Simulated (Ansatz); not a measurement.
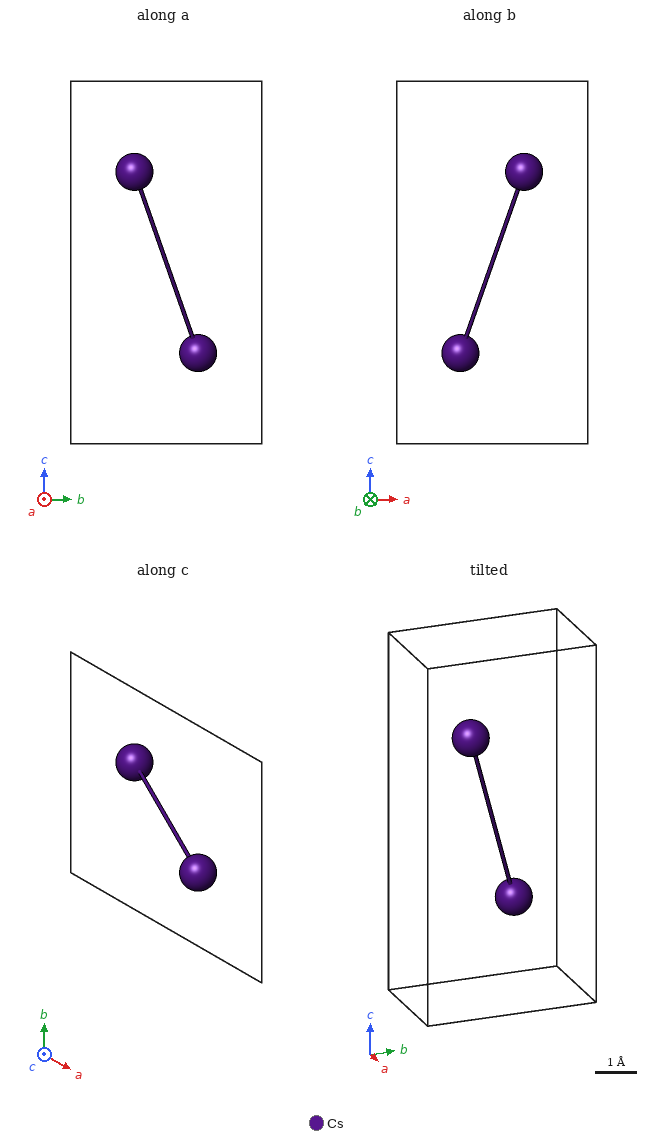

Crystal structure, ball-and-stick style, seen along the a axis, along the b axis, along the c axis and slightly off an axis. The frame is the conventional unit cell; atoms at its boundary are shown with their periodic copies.

Lattice parameters: a = 5.421 Å, b = 5.421 Å, c = 8.908 Å, α = 90.00°, β = 90.00°, γ = 120.00°.

> Give the atomic positions as a table of Wyckoff sites.

Space group P6_3/mmc (No. 194).
| atom | site | x | y | z |
| --- | --- | --- | --- | --- |
| Cs | 2c | 0.3333 | 0.6667 | 0.2500 |

Source of the structure: a structure type filled with this element by a generator (whether the element takes this form wasn't checked). The cell was then strained or its atoms displaced on purpose. Ansatz was used for an electronic-structure calculation on it.
